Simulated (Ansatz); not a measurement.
## Run report: Na, field-gradient calculation

Na (P6₃/mmc, 2 atoms in the cell), computed with DFT, PBE, PAW with Ansatz's default frozen-core files, scalar-relativistic, no spin polarisation (Ansatz 0.2.0).

The structure derives from an entry of the Crystallography Open Database. It belongs to a series of runs on one base structure; here: equal xx and yy strain of -3 %, PAW files. Figures and captions count atoms from 1; the log counts them from 0 in places.

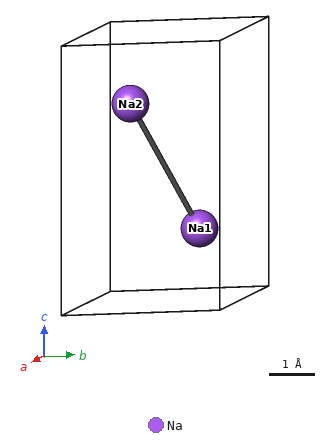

**Figure 1.** The structure as given in the input (ball-and-stick view of the cell of the calculation, seen slightly off an axis; atoms are numbered from 1 in the order of the input). Near neighbours in the crystal (not all of them lie inside the picture): Na has 12 Na at 3.65 to 3.73 Å.

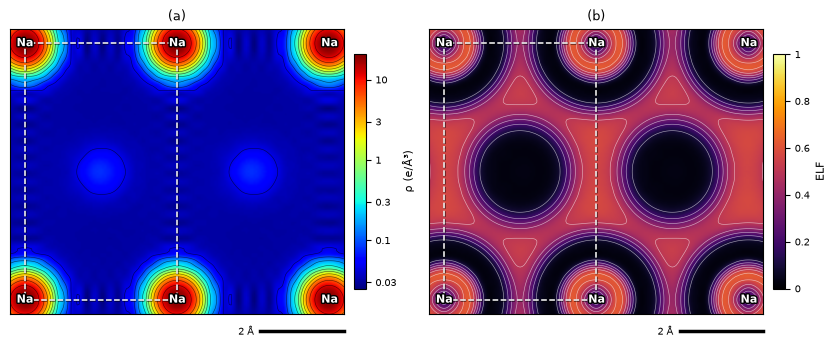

**Figure 2.** (a) valence electron density; (b) electron localisation function on the (010) plane of the conventional cell. Na–Na (3.65 Å): ρ is about 0.03 e/Å³ halfway; the ELF is about 0.40 at the midpoint (nearly free electrons, as in a simple metal). Away from the nuclei the density in this plane falls to 0.03 e/Å³ at its lowest. 5. The strong features right at Na lie inside the PAW spheres (semicore, d or f shells) and say nothing about bonding. In a PAW calculation such maps are meaningful between the atoms, not at the nuclei.

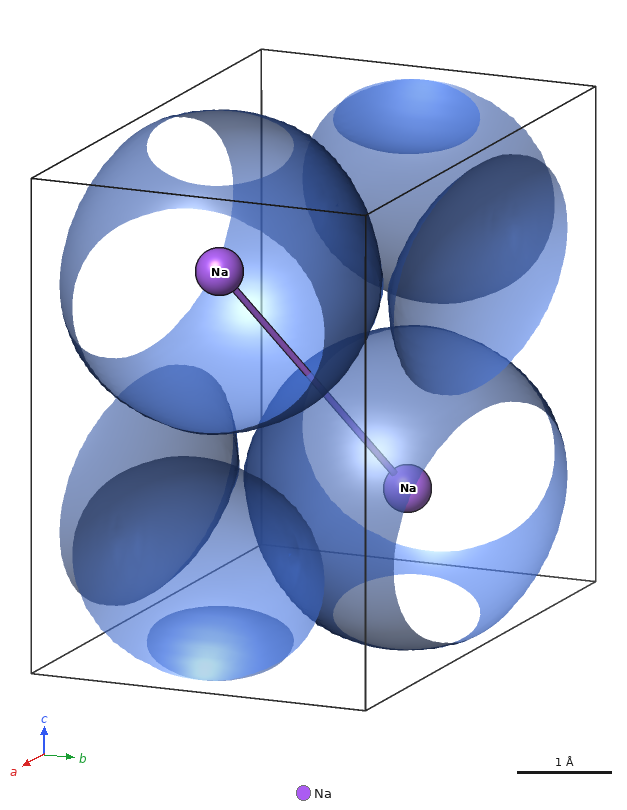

**Figure 3.** Isosurface of the ELF at 0.4 (blue), seen at an oblique angle. Core shells and regions of very low density are left out. Sticks mark near contacts. The outline is the cell set on symmetry axes. Along the contacts the grid gives the following. Na–Na (3.65 Å): the ELF is about 0.40 at the midpoint (nearly free electrons, as in a simple metal). Na–Na (3.73 Å): the ELF is about 0.45 at the midpoint, as expected for metallic bonding.

The input and output of the run follow.

**Input file**
```yaml
crystal:
  lattice:
    - [3.6539909677, 0.0, 0.0]
    - [-1.8269954838, 3.1644490032, 0.0]
    - [0.0, 0.0, 6.154]
  atoms:
    - { symbol: Na, position: [0.3333333333, 0.6666666667, 0.25] }
    - { symbol: Na, position: [0.6666666667, 0.3333333333, 0.75] }
kpoints:
  mp_grid: { grid: [13, 13, 7] }
scf:
  occupations: { method: fermi_dirac, width: 0.05 }
hamiltonian:
  xc: pbe
  pseudopotentials: { kind: paw }
output:
  forces: true
  stress: true
  eigenvalues: true
  efg: { contact_densities: true }
  write_density: true
  write_potential: true
  elf: true
  volumetric_format: npy
```

Run as:
```bash
ansatz run input.yaml --threads 1 --pin off --max-ram 3072MiB --backend cpu --events-out ev --progress --plain --runs-dir out
```

**Output**
```
Engine: ansatz 0.2.0, x86_64-unknown-linux-gnu
Pseudopotentials: kind: paw
Pseudopotential: Na, paw, valence charge 9, recommended cutoff 420 eV (normal), Na.paw.azcp
Functional definition: PBE
  parameter kappa = 0.804
  parameter beta = 0.06672455060314922
  exchange = pbe_x(kappa = kappa, mu = beta*pi^2/3)
  correlation = pbe_c(beta = beta)
Crystal: 2 atoms, lattice volume = 71.158 Å³
Basis set: ecut = 420 eV, 1353 PW (Γ), exchange–correlation on 50×50×90 points (8 copies of the dense FFT grid, shifted against one another)
Bands: 13, of which v1, the nominal top of the filled ones, is band 9 counted from 1 (8 counted from 0)
Symmetry: 24 space group operations
Space group: P63/mmc (ITA 194), of the structure as read, at distance tolerance 4.1e-5 Å
k-points: 84 of 1183
Non-local potential: Na, projectors of the file, l = 0: 3, l = 1: 2, l = 2: 1
PAW form: soft (Blöchl's): semilocal exchange-correlation on the pseudo side does not see the compensation charge
PAW one-centre angular grid: Na, 110 points (default); XC on 64 Gauss nodes
Initial density: superposition of atomic densities (neutral atoms: chi_scale 0, normalization atom), corrected by the library's trained network
Initial wavefunctions: pseudopotential atomic-orbital guess
Functional: x = pbe(κ = 0.804, μ = 0.2195149727645171), c = pbe(β = 0.06672455060314922)
SCF iter   1: F=—  HF=-2972.832964 eV  |F-HF|=—  |Δ(HF+E_count)|=         —  Δρ=5.47e-4  dr2=1.20e-4  ethr=1.77e-3  ⟨swp⟩=4.2  Hψ=5596  notcnv=0
preconditioner: auto → Kerker (q_TF=auto, 2.170 Å⁻¹)  [metal: Δε(μ)=0.078 eV  Ē_g=4.952 eV  σ=0.050 eV  W_gap=0.33  n_scr=10 (ndim 8)  ℏωp=6.2 eV  f_vac=0.000  D(μ)=0.75/eV (n_scr^D=2)]
SCF iter   2: F=—  HF=-2972.832382 eV  |F-HF|=—  |Δ(HF+E_count)|=   5.82e-4  Δρ=2.21e-4  dr2=3.41e-5  ethr=6.66e-7  ⟨swp⟩=2.0  Hψ=2473  notcnv=0
SCF iter   3: F=—  HF=-2972.832419 eV  |F-HF|=—  |Δ(HF+E_count)|=   3.72e-5  Δρ=1.28e-4  dr2=1.62e-5  ethr=1.89e-7  ⟨swp⟩=2.0  Hψ=1680  notcnv=0
SCF iter   4: F=—  HF=-2972.832437 eV  |F-HF|=—  |Δ(HF+E_count)|=   1.82e-5  Δρ=5.01e-5  dr2=1.99e-6  ethr=8.98e-8  ⟨swp⟩=2.3  Hψ=1437  notcnv=0
iter 5 did not close the SCF: its close was put off for the readings that it lacked (scf_convergence_deferred on its scf_iter line)
SCF iter   5: F=-2972.832438 eV  HF=-2972.832438 eV  |F-HF|=8.75e-8  |Δ(HF+E_count)|=   4.33e-7  Δρ=1.58e-5  dr2=9.45e-8  ethr=1.11e-8  ⟨swp⟩=2.0  Hψ=1666  notcnv=0
SCF iter   6: F=-2972.832438 eV  HF=-2972.832438 eV  |F-HF|=4.18e-9  |Δ(HF+E_count)|=   3.20e-8  Δρ=4.88e-6  dr2=1.14e-8  ethr=5.25e-10  ⟨swp⟩=5.5  Hψ=6312  notcnv=0
SCF 1 converged in 6 iterations: F = -2972.832438 eV  dr2 = 1.14e-8
  greatest PAW one-centre occupation: 0.999 electrons in one spin orbital (limit 2), on the Na atom at site 1 (counted from 0), in its partial waves of l = 0
SCF converged after 6 iterations
Free energy (F): -2972.832438 eV
Harris-Foulkes:  -2972.832438 eV  (|F-HF|=4.18e-9)
Internal energy: -2972.825803 eV  (E = F + TS)
E sigma→0 (E₀):  -2972.829121 eV
Entropy (-TS):   -0.006634 eV (-3.317 meV/atom)
Fermi energy:    1.924232 eV
--- Per-component energies (eV) ---
  E_band       = -478.549831
  E_kinetic    = 240.528817
  E_local      = -2861.936836  (includes V_loc(G=0)·N_el)
  E_nonlocal   = 230.277761
  E_hartree    = 1045.555368
  E_xc         = -76.832475
  E_vxc        = -98.723824  (∫ρ·V_xc dr)
  E_paw        = -526.322137  (= ΣΔE_a)
  E_vpaw       = -79.809275  (= ΣTr[D̂ρ^β])
  E_aug_tail   = -0.000061  (compensation charges beyond the density's cutoff)
  E_ewald      = -1024.096241
  E_smearing   = -0.006634  (= −TS)
  E_closure    = -0.000000  (closes the sum)
  Σ components = -2972.832438   (vs F -2972.832438, Δ=0.00e0)
--- Forces (eV/Å), atoms counted from 1 ---
  atom   1  Na     0.00000000    -0.00000000     0.00000000
  atom   2  Na    -0.00000000     0.00000000     0.00000000
  max |Σ_I F_I| component: 1.45e-19 eV/Å
--- Stress (GPa, compression-positive) ---
        0.424139       0.000000       0.000000
        0.000000       0.424139       0.000000
        0.000000       0.000000       0.174603
  P = ⅓ Tr σ = 0.3410 GPa (3.410 kbar)
--- PAW observables at the nuclei: V_zz in 10²¹ V/m², potentials from the cell's mean, atoms counted from 1 ---
  atom   1  Na V_zz =    -0.062796   η = 0.0000   by run symmetry: allowed
            electrostatic potential = -971.737881 V   contact ρ = 5906.925385 e/Å³
  atom   2  Na V_zz =    -0.062796   η = 0.0000   by run symmetry: allowed
            electrostatic potential = -971.737881 V   contact ρ = 5906.925385 e/Å³
--- Band table (eV; the first three rows and the last of 84) ---
  k-point 0: bands = ["-51.0452", "-51.0433", "-22.9844", "-22.9528", "-22.9528", "-22.9481", "-22.9481", "-22.9471", "-1.4433", "2.3360", "2.7372", "12.3914", "12.3914"]
  k-point 1: bands = ["-51.0451", "-51.0434", "-22.9826", "-22.9526", "-22.9526", "-22.9489", "-22.9484", "-22.9484", "-1.3595", "1.4870", "3.7282", "11.4488", "12.4516"]
  k-point 2: bands = ["-51.0448", "-51.0437", "-22.9774", "-22.9542", "-22.9519", "-22.9519", "-22.9490", "-22.9490", "-1.1089", "0.6112", "5.0304", "9.7238", "12.6221"]
  k-point 83: bands = ["-51.0424", "-51.0423", "-22.9804", "-22.9804", "-22.9738", "-22.9719", "-22.9556", "-22.9550", "3.4388", "3.8831", "4.4008", "4.6456", "5.4270"]
```

**File rho_z.tsv**
```
# z_ang	rho[e/angstrom^3]
# format = ansatz-planar-average/11
# lattice	3.653990968	-0.000000000	0.000000000
# lattice	-1.826995484	3.164449003	0.000000000
# lattice	0.000000000	0.000000000	6.154000000
# sites	2
# site	11	0.000000000	2.109632669	1.538500000
# site	11	1.826995484	1.054816334	4.615500000
0.000000	3.094177e-2
0.136756	3.115090e-2
0.273511	3.159711e-2
0.410267	3.309347e-2
0.547022	3.661763e-2
0.683778	4.574253e-2
0.820533	6.719825e-2
0.957289	1.325389e-1
1.094044	2.996439e-1
1.230800	5.696615e-1
1.367556	8.433517e-1
1.504311	9.907014e-1
1.641067	9.394271e-1
1.777822	7.146702e-1
1.914578	4.260598e-1
2.051333	2.008232e-1
2.188089	9.069685e-2
2.324844	5.397796e-2
2.461600	4.020278e-2
2.598356	3.445095e-2
2.735111	3.217004e-2
2.871867	3.131226e-2
3.008622	3.100916e-2
3.145378	3.100916e-2
3.282133	3.131226e-2
3.418889	3.217004e-2
3.555644	3.445095e-2
3.692400	4.020278e-2
3.829156	5.397796e-2
3.965911	9.069685e-2
4.102667	2.008232e-1
4.239422	4.260598e-1
4.376178	7.146702e-1
4.512933	9.394271e-1
4.649689	9.907014e-1
4.786444	8.433517e-1
4.923200	5.696615e-1
5.059956	2.996439e-1
5.196711	1.325389e-1
5.333467	6.719825e-2
5.470222	4.574253e-2
5.606978	3.661763e-2
5.743733	3.309347e-2
5.880489	3.159711e-2
6.017244	3.115090e-2
```

**File v_z.tsv**
```
# z_ang	v_es[eV]	v_tot[eV]
# format = ansatz-planar-average/11
# xc	pbe
# density_cutoff_ev	1680
# datasets	Na=:simpson_from_first_knot:soft
# lattice	3.653990968	-0.000000000	0.000000000
# lattice	-1.826995484	3.164449003	0.000000000
# lattice	0.000000000	0.000000000	6.154000000
# sites	2
# site	11	0.000000000	2.109632669	1.538500000
# site	11	1.826995484	1.054816334	4.615500000
0.000000	3.840101e0	-1.663492e0
0.136756	3.787623e0	-1.726313e0
0.273511	3.629785e0	-1.825752e0
0.410267	3.364630e0	-2.038825e0
0.547022	2.986993e0	-2.531063e0
0.683778	2.483160e0	-3.253376e0
0.820533	1.785780e0	-4.294382e0
0.957289	7.080021e-1	-5.862905e0
1.094044	-8.515121e-1	-7.932022e0
1.230800	-2.625662e0	-1.012295e1
1.367556	-4.100860e0	-1.187174e1
1.504311	-4.823233e0	-1.271545e1
1.641067	-4.576273e0	-1.242740e1
1.777822	-3.433288e0	-1.108621e1
1.914578	-1.741984e0	-9.046977e0
2.051333	-1.885885e-2	-6.850823e0
2.188089	1.307461e0	-5.006145e0
2.324844	2.168012e0	-3.718918e0
2.461600	2.752560e0	-2.864938e0
2.598356	3.190447e0	-2.250892e0
2.735111	3.510803e0	-1.902528e0
2.871867	3.721967e0	-1.775153e0
3.008622	3.826978e0	-1.682139e0
3.145378	3.826978e0	-1.682139e0
3.282133	3.721967e0	-1.775153e0
3.418889	3.510803e0	-1.902528e0
3.555644	3.190447e0	-2.250892e0
3.692400	2.752560e0	-2.864938e0
3.829156	2.168012e0	-3.718918e0
3.965911	1.307461e0	-5.006145e0
4.102667	-1.885885e-2	-6.850823e0
4.239422	-1.741984e0	-9.046977e0
4.376178	-3.433288e0	-1.108621e1
4.512933	-4.576273e0	-1.242740e1
4.649689	-4.823233e0	-1.271545e1
4.786444	-4.100860e0	-1.187174e1
4.923200	-2.625662e0	-1.012295e1
5.059956	-8.515121e-1	-7.932022e0
5.196711	7.080021e-1	-5.862905e0
5.333467	1.785780e0	-4.294382e0
5.470222	2.483160e0	-3.253376e0
5.606978	2.986993e0	-2.531063e0
5.743733	3.364630e0	-2.038825e0
5.880489	3.629785e0	-1.825752e0
6.017244	3.787623e0	-1.726313e0
```

**Key numbers**

| quantity | value |
| --- | --- |
| outcome | converged |
| space group (tolerance 0.01 Å) | P6₃/mmc (194) |
| electrons treated | 18 |
| free energy | −2972.8324 eV |
| Fermi energy | 1.924 eV |
| pressure | 0.34 GPa |
| field gradient V_zz (10²¹ V/m²) | Na −0.0628, Na −0.0628 |
| largest force (length of the vector) | under 0.001 eV/Å |
| hardware | 1 thread of Intel Xeon (Sapphire Rapids), 64 GiB of memory available, shared host |
| wall time | 3.1 s |
| peak memory | 0.42 GiB |
